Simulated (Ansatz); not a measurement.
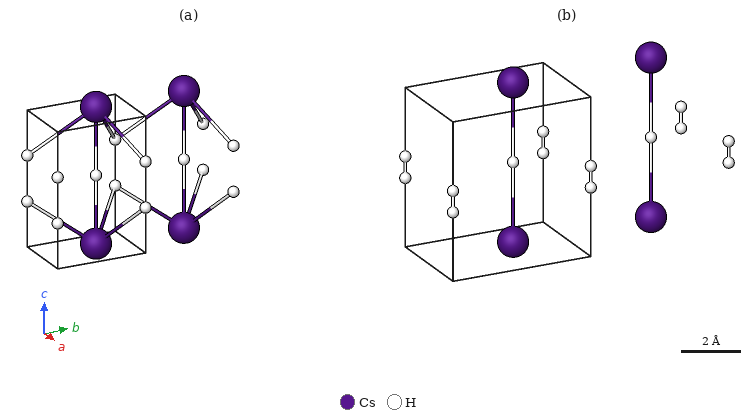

The structure of crystalline CsH3 (a generated structure, set up in P-6m2) (coarse preliminary run) before (left) and after (right) a relaxation, at one scale.

The picture is a ball-and-stick view of the cell of the calculation, repeated 1 × 2 × 1 with one cell outlined, seen slightly off an axis.

The calculation used Ansatz, DFT PBE, scalar-relativistic, plane waves, PAW.

Input
```yaml
crystal:
  lattice:
    - [4.21499756, 0.0, 0.0]
    - [-2.10749878, 3.65029496, 0.0]
    - [0.0, 0.0, 4.77459503]
  atoms:
    - { symbol: Cs, position: [0.33333333, 0.66666667, 0.0] }
    - { symbol: H, position: [0.0, 0.0, 0.66819059] }
    - { symbol: H, position: [0.0, 0.0, 0.33180941] }
    - { symbol: H, position: [0.33333333, 0.66666667, 0.5] }
basis:
  ecutwfc: 420
kpoints:
  mp_grid: { grid: [6, 6, 4] }
hamiltonian:
  xc: pbe
scf:
  occupations: { method: gaussian, width: 0.1 }
  lower_state_search: "off"
output:
  forces: true
  stress: true
  eigenvalues: true
relax:
  adjacent_minimum: "off"
  f_tol: 0.04
  max_steps: 70
  cell: { stress_tol: 0.4 }
```

Launched with:
```bash
ansatz run input.yaml --threads 1 --pin off --max-ram 2048MiB --backend cpu --events-out ev --progress --plain --runs-dir out
```

**What changed between the two?**

The largest moves relative to the cell, 0.56 Å, are those of H2 and H3. H2 goes along −c. Cs stays in place. The drawn cell changes as follows: a = b 4.215 → 6.611 Å (+56.8 %), c 4.775 → 5.562 Å (+16.5 %); the volume changes by +186.6 %. Near-neighbour distances that change, for instance: Cs1–H2 2.904 → 4.513 Å, H2–H3 1.606 → 0.748 Å, Cs1–H4 2.387 → 2.781 Å. New bonds form: H2–H3 (1.61 → 0.75 Å). Bonds break: Cs1–H2 (2.90 → 4.51 Å), Cs1–H3 (2.90 → 4.51 Å). The space group stays P-6m2 (No. 187). After 18 accepted moves (22 points after the start) the energy has fallen by 878 meV per atom. Largest force component: 2 eV/Å at the start, 0.021 eV/Å at the end. Pressure: 0.62 GPa at the start and 0.12 GPa at the end. The line search rejected the trial step at point 3 of the run. At 3 points the geometry stayed and the basis and grid were re-selected for the new cell (energy shift of 40.5 meV per atom at most each time). Cost: 56 s on 1 thread of Arm Neoverse V2, on a shared host, peak memory 0.39 GiB.
